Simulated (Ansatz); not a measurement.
# What a change does: single-point calculation on Si

System: Si (P-3m1, 2 atoms in the cell).
Method of run A: DFT LDA, scalar-relativistic, plane waves, PAW, no spin polarisation (Ansatz 0.2.0).

The structure derives from a Materials Project entry. Text and figures count atoms from 1; the logs count them from 0 in places.

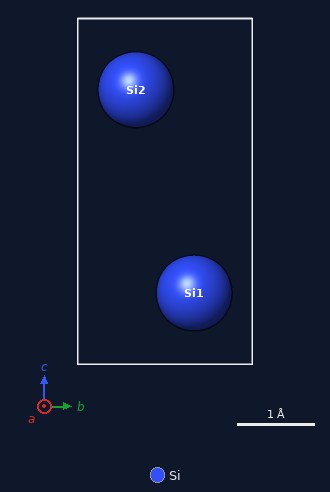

Figure 1. The structure (ball-and-stick view of the cell of the calculation, along the a axis; atoms are numbered from 1 in the order of the input). An atom can appear more than once, as a periodic image.

**Input, run A**
```yaml
crystal:
  lattice:
    - [2.6510666862, 0.0, 0.0]
    - [-1.3255333431, 2.2958910974, 0.0]
    - [0.0, 0.0, 4.5417424135]
  atoms:
    - { symbol: Si, position: [0.3333333333, 0.6666666667, 0.2059640372] }
    - { symbol: Si, position: [0.6666666667, 0.3333333333, 0.7940359628] }
basis:
  ecutwfc: 420
kpoints:
  mp_grid: { grid: [24, 24, 14] }
hamiltonian:
  xc: lda
scf:
  occupations: { method: gaussian, width: 0.15 }
output:
  forces: true
  stress: true
  eigenvalues: true
```

Command:
```bash
ansatz run input.yaml --threads 2 --pin off --max-ram 5120MiB --backend cpu --events-out ev --progress --plain --runs-dir out
```

Hardware: 2 threads of Intel Xeon @ 2.50GHz (Skylake/Cascade Lake), 32 GiB of memory available, shared host.

**Output, shortened to warnings, some set-up lines, iterations and results (run A)**
```
Basis set: ecut = 420 eV, 549 PW (Γ)
Symmetry: 12 space group operations
k-points: 776 of 8064
Initial density: superposition of atomic densities (neutral atoms: chi_scale 0, normalization atom), corrected by the library's trained network
[...]
SCF iter   1: F=—  HF=-1216.120186 eV  |F-HF|=—  |Δ(HF+E_count)|=         —  Δρ=4.61e-3  dr2=3.76e-3  ethr=1.77e-3  ⟨swp⟩=5.0  Hψ=48901  notcnv=0
SCF iter   2: F=—  HF=-1216.119505 eV  |F-HF|=—  |Δ(HF+E_count)|=   6.81e-4  Δρ=2.73e-3  dr2=1.40e-3  ethr=4.70e-5  ⟨swp⟩=1.0  Hψ=12430  notcnv=0
SCF iter   3: F=—  HF=-1216.119116 eV  |F-HF|=—  |Δ(HF+E_count)|=   3.88e-4  Δρ=2.86e-4  dr2=7.83e-5  ethr=1.75e-5  ⟨swp⟩=2.0  Hψ=9088  notcnv=0
SCF iter   4: F=—  HF=-1216.119097 eV  |F-HF|=—  |Δ(HF+E_count)|=   1.98e-5  Δρ=9.90e-5  dr2=5.47e-6  ethr=9.79e-7  ⟨swp⟩=2.0  Hψ=7772  notcnv=0
SCF iter   5: F=—  HF=-1216.119095 eV  |F-HF|=—  |Δ(HF+E_count)|=   1.66e-6  Δρ=2.72e-5  dr2=5.19e-7  ethr=6.84e-8  ⟨swp⟩=1.8  Hψ=7730  notcnv=0
SCF iter   6: F=-1216.119095 eV  HF=-1216.119095 eV  |F-HF|=7.67e-9  |Δ(HF+E_count)|=   1.39e-7  Δρ=3.61e-6  dr2=9.80e-9  ethr=1.25e-9  ⟨swp⟩=5.9  Hψ=30180  notcnv=0
SCF 1 converged in 6 iterations: F = -1216.119095 eV  dr2 = 9.80e-9
SCF converged after 6 iterations
Free energy (F): -1216.119095 eV
Harris-Foulkes:  -1216.119095 eV  (|F-HF|=7.67e-9)
Internal energy: -1216.109972 eV  (E = F + TS)
E sigma→0 (E₀):  -1216.114534 eV
Entropy (-TS):   -0.009122 eV (-4.561 meV/atom)
Fermi energy:    10.988139 eV
--- Per-component energies (eV) ---
  E_band       = 40.384116
  E_kinetic    = 86.741779
  E_local      = -9.163583  (includes V_loc(G=0)·N_el)
  E_nonlocal   = 53.824032
  E_hartree    = 6.302156
  E_xc         = -113.124569
  E_vxc        = -98.702905  (∫ρ·V_xc dr)
  E_paw        = -971.390652  (= ΣΔE_a)
  E_vpaw       = -4.919122  (= ΣTr[D̂ρ^β])
  E_aug_tail   = 0.000013  (compensation charges beyond the density's cutoff)
  E_ewald      = -269.467809
  E_core_change = 0.168661  (= ΣΔE_core)
  E_smearing   = -0.009122  (= −TS)
  E_closure    = -0.000000  (closes the sum)
  Σ components = -1216.119095   (vs F -1216.119095, Δ=0.00e0)
--- Forces (eV/Å), atoms counted from 1 ---
  atom   1  Si     0.00000000    -0.00000000     2.10173003
  atom   2  Si    -0.00000000     0.00000000    -2.10173003
  max |Σ_I F_I| component: 7.40e-17 eV/Å
--- Stress (GPa, compression-positive) ---
        7.044435       0.000000      -0.000000
        0.000000       7.044435       0.000000
       -0.000000       0.000000      14.177947
  P = ⅓ Tr σ = 9.4223 GPa (94.223 kbar)
```

For run B the input was changed thus:
```diff
-    - { symbol: Si, position: [0.3333333333, 0.6666666667, 0.2059640372] }
-    - { symbol: Si, position: [0.6666666667, 0.3333333333, 0.7940359628] }
+    - { symbol: Si, position: [0.3333333333, 0.6666666667, 0.2555044954] }
+    - { symbol: Si, position: [0.6666666667, 0.3333333333, 0.7444955046] }
```

Predict how the results change.

With the same functional and potentials, run B lies 172.4 meV per atom lower. The pressure goes from 9.42 to 0.10 GPa. The largest force goes from 2.102 to 0.185 eV/Å. The number of SCF iterations is the same.

**Output, shortened to warnings, some set-up lines, iterations and results (run B)**
```
Basis set: ecut = 420 eV, 549 PW (Γ)
Symmetry: 12 space group operations
k-points: 776 of 8064
Initial density: superposition of atomic densities (neutral atoms: chi_scale 0, normalization atom), corrected by the library's trained network
[...]
SCF iter   1: F=—  HF=-1216.465277 eV  |F-HF|=—  |Δ(HF+E_count)|=         —  Δρ=4.47e-3  dr2=3.88e-3  ethr=1.77e-3  ⟨swp⟩=5.0  Hψ=46973  notcnv=0
SCF iter   2: F=—  HF=-1216.464352 eV  |F-HF|=—  |Δ(HF+E_count)|=   9.25e-4  Δρ=2.66e-3  dr2=1.45e-3  ethr=4.85e-5  ⟨swp⟩=1.0  Hψ=12421  notcnv=0
SCF iter   3: F=—  HF=-1216.463881 eV  |F-HF|=—  |Δ(HF+E_count)|=   4.72e-4  Δρ=1.32e-4  dr2=8.67e-6  ethr=1.81e-5  ⟨swp⟩=2.0  Hψ=9061  notcnv=0
SCF iter   4: F=—  HF=-1216.463883 eV  |F-HF|=—  |Δ(HF+E_count)|=   2.29e-6  Δρ=1.28e-4  dr2=1.96e-5  ethr=1.08e-7  ⟨swp⟩=2.2  Hψ=8365  notcnv=0
SCF iter   5: F=-1216.463877 eV  HF=-1216.463877 eV  |F-HF|=4.43e-9  |Δ(HF+E_count)|=   5.35e-6  Δρ=6.86e-6  dr2=1.16e-8  ethr=1.08e-7  ⟨swp⟩=2.0  Hψ=7802  notcnv=0
SCF iter   6: F=-1216.463877 eV  HF=-1216.463877 eV  |F-HF|=4.80e-11  |Δ(HF+E_count)|=   2.20e-9  Δρ=1.01e-6  dr2=1.25e-10  ethr=1.45e-10  ⟨swp⟩=2.6  Hψ=23411  notcnv=0
SCF 1 converged in 6 iterations: F = -1216.463877 eV  dr2 = 1.25e-10
SCF converged after 6 iterations
Free energy (F): -1216.463877 eV
Harris-Foulkes:  -1216.463877 eV  (|F-HF|=4.80e-11)
Internal energy: -1216.455535 eV  (E = F + TS)
E sigma→0 (E₀):  -1216.459706 eV
Entropy (-TS):   -0.008342 eV (-4.171 meV/atom)
Fermi energy:    11.150052 eV
--- Per-component energies (eV) ---
  E_band       = 42.368881
  E_kinetic    = 84.469385
  E_local      = 5.591358  (includes V_loc(G=0)·N_el)
  E_nonlocal   = 52.951161
  E_hartree    = 0.907828
  E_xc         = -112.380534
  E_vxc        = -97.785157  (∫ρ·V_xc dr)
  E_paw        = -971.101328  (= ΣΔE_a)
  E_vpaw       = -4.673538  (= ΣTr[D̂ρ^β])
  E_aug_tail   = 0.000012  (compensation charges beyond the density's cutoff)
  E_ewald      = -277.062080
  E_core_change = 0.168661  (= ΣΔE_core)
  E_smearing   = -0.008342  (= −TS)
  E_closure    = 0.000000  (closes the sum)
  Σ components = -1216.463877   (vs F -1216.463877, Δ=0.00e0)
--- Forces (eV/Å), atoms counted from 1 ---
  atom   1  Si     0.00000000    -0.00000000    -0.18512206
  atom   2  Si     0.00000000     0.00000000     0.18512206
  max |Σ_I F_I| component: 7.40e-17 eV/Å
--- Stress (GPa, compression-positive) ---
        0.155783       0.000000      -0.000000
        0.000000       0.155783       0.000000
       -0.000000      -0.000000      -0.005452
  P = ⅓ Tr σ = 0.1020 GPa (1.020 kbar)
```

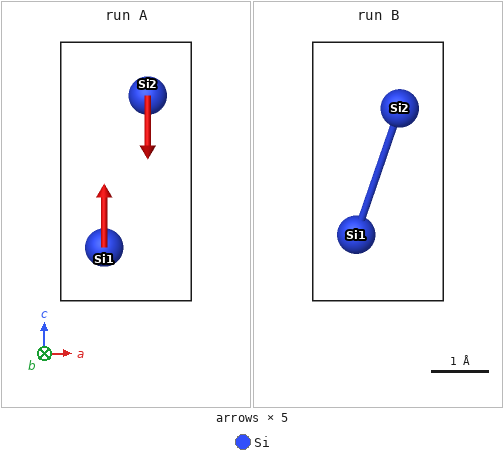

Figure 2. The two input geometries at one scale (ball-and-stick view of the cell of the calculation, along the b axis). The red arrows on the first give the shifts of the atoms relative to the cell, with their mean removed, magnified 5 times. The largest moves, 0.23 Å, are those of Si1 and Si2. (The mean shift of all atoms is removed.) The cell stays as it was. Among the contacts that change: Si1–Si2 3.078 → 2.697 Å.

**The two runs side by side**

| quantity | run A | run B |
| --- | --- | --- |
| outcome | converged | converged |
| free energy per atom (eV) | −608.0595 | −608.2319 |
| energy per atom, smearing taken to zero (eV) | −608.0573 | −608.2299 |
| gap on the mesh (eV) | 0.00 | 0.00 |
| pressure (GPa) | 9.42 | 0.10 |
| largest force (eV/Å) | 2.102 | 0.185 |
| SCF iterations | 6 | 6 |
| irreducible k-points | 776 | 776 |
| plane waves at Γ | 549 | 549 |
| wall time (shared host) | 5 s | 4.9 s |
